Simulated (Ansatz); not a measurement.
A series of calculations on Si128Fe

Part 1: Relaxation

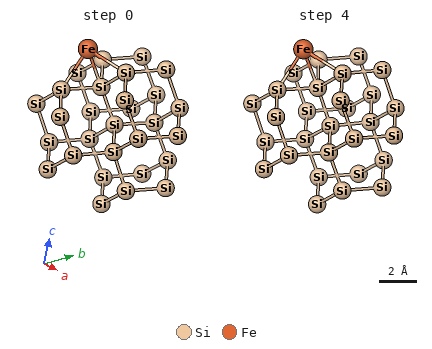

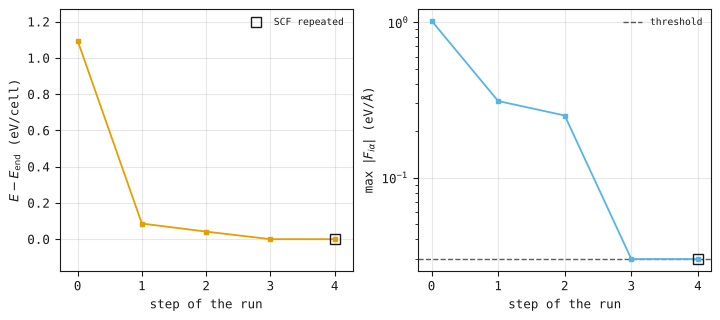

First and last geometry of a relaxation of a defect cell of composition Si128Fe (cell charge +2), with the history of the run. A ball-and-stick model of the atoms within 5.0 Å of the atom that moves most (axes of the cell of the calculation), seen slightly off an axis.

Computed with Ansatz, DFT, PBEsol, PAW, plane waves. (plane-wave cutoff 420 eV; k-point mesh 1 × 1 × 1; mesh shifted by (0.25, 0.25, 0.25); collinear spin; atoms relaxed in a fixed cell; force threshold 0.03 eV/Å; at most 80 steps)

Read the history and describe the run.

Answer. It converged. Over 3 accepted moves (4 points after the start) the energy falls by 1.096 eV per cell of the calculation. The largest force component goes from 1 to 0.03 eV/Å. 1 step only repeated the SCF at the same geometry. The atom that moves furthest is a Si atom (0.088 Å roughly along −c). Largest moves by element: Si 0.088 Å, Fe 0.041 Å. The lattice vectors keep their values. Among the contacts that change: Fe–Si 2.693 → 2.772 Å, Si–Si 2.299 → 2.352 Å, Fe–Si 2.345 → 2.388 Å, Si–Si 2.389 → 2.347 Å. Bond angles that change, for instance: Si–Si–Si 111.2° → 107.4°, Si–Si–Si 111.3° → 107.7°, Si–Si–Si 107.5° → 111.0°.

```json
{"step": "0", "E − E(0), meV/atom": "0.00", "largest force component, eV/Å": "1.0242", "note": ""}
{"step": "1", "E − E(0), meV/atom": "-7.83", "largest force component, eV/Å": "0.3112", "note": ""}
{"step": "2", "E − E(0), meV/atom": "-8.17", "largest force component, eV/Å": "0.2511", "note": ""}
{"step": "3", "E − E(0), meV/atom": "-8.50", "largest force component, eV/Å": "0.0299", "note": ""}
{"step": "4", "E − E(0), meV/atom": "-8.50", "largest force component, eV/Å": "0.0299", "note": "same geometry, SCF repeated"}
```

Limits of the set-up: the cell is charged, on a uniform background, and energies carry no finite-size correction.

Part 2: Relaxation

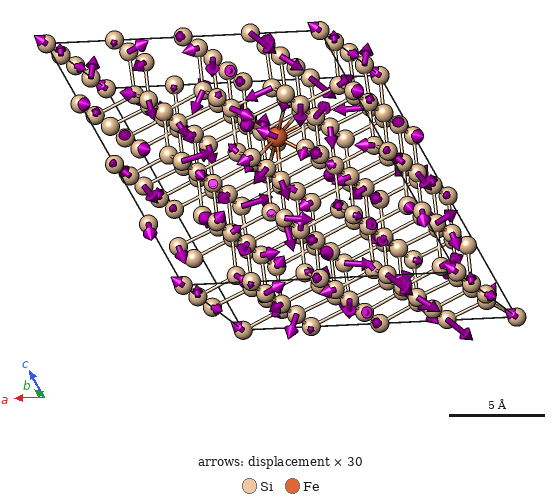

A relaxation of a defect cell of composition Si$_{128}$Fe (cell charge −1). The starting structure is drawn; purple arrows show the displacements, magnified 30 times.

Style: ball-and-stick. Shown: the cell of the calculation, from a free direction.

Level of theory: DFT, PBEsol, PAW, plane waves in Ansatz. Settings: plane-wave cutoff 420 eV; k-point mesh 1 × 1 × 1; mesh shifted by (0.25, 0.25, 0.25); collinear spin; atoms relaxed in a fixed cell; force threshold 0.03 eV/Å; at most 80 steps.

### Which element moves most?

Silicon: up to 0.067 Å, against 0.043 Å for iron.

### What did the optimiser do to the structure, and how much energy did it gain?

The largest moves, 0.067 Å, are those of Si atoms. By element the largest moves are Si 0.067 Å, Fe 0.043 Å. The lattice vectors keep their values. Among the contacts that change: Si–Si 2.436 → 2.350 Å, Si–Si 2.281 → 2.350 Å, Si–Si 2.409 → 2.354 Å, Fe–Si 2.345 → 2.399 Å. Bond angles that change, for instance: Si–Si–Si 111.9° → 108.4°, Si–Si–Si 106.3° → 109.7°, Si–Si–Fe 176.8° → 179.9°. After 4 geometry steps the energy has fallen by 1.089 eV per cell of the calculation. Largest force component: 1.1 eV/Å at the start, 0.015 eV/Å at the end.

Limits of the set-up: the cell is charged, on a uniform background, and energies carry no finite-size correction.

Part 3: Defect

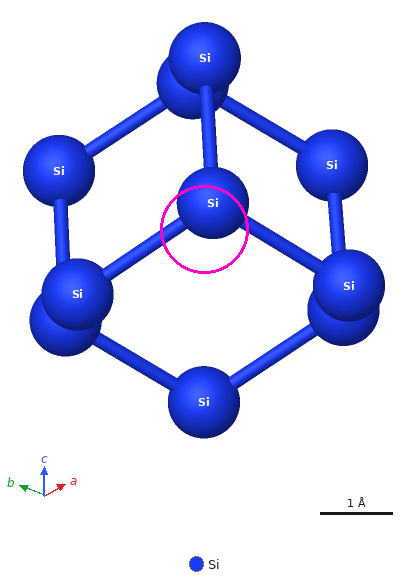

Perfect Si. A ball-and-stick model of the atoms within 3.3 Å of one point, seen from a free direction.

Method: Ansatz 0.2.0, DFT, PBEsol, PAW, plane waves. Settings: plane-wave cutoff 420 eV; k-point mesh 1 × 1 × 1; mesh shifted by (0.25, 0.25, 0.25); collinear spin. Fermi-Dirac smearing of 0.01 eV. A uniform background neutralises the charged cell. The axes drawn are those of the host's conventional cell.

An extra iron atom is put between the host's atoms (an interstitial) at the ringed place, in charge state −1. The supercell has 128 sites, and the atoms are relaxed at the host's cell.

> How do the neighbours respond?

The Fe atom starts with 10 Si at 2.35 to 2.73 Å around its place and ends with 10 Si at 2.37 to 2.72 Å. Of the host's atoms, a silicon atom moves furthest from its site, by 0.07 Å. The cell's net moment is 2.65 μB. Relaxing the atoms from the host's sites lowers the energy by 1.09 eV.

The relaxed defect, seen from the same direction:

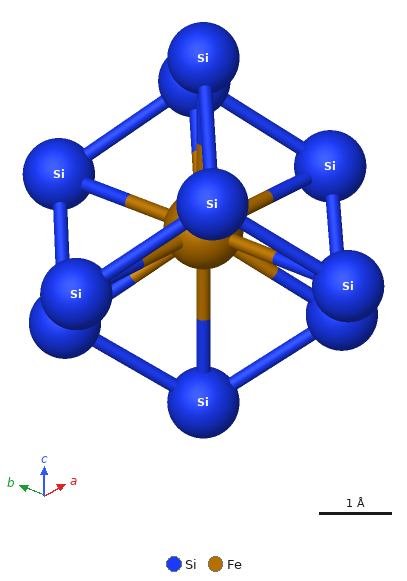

Limits of the set-up: the cell is charged, on a uniform background, and energies carry no finite-size correction.
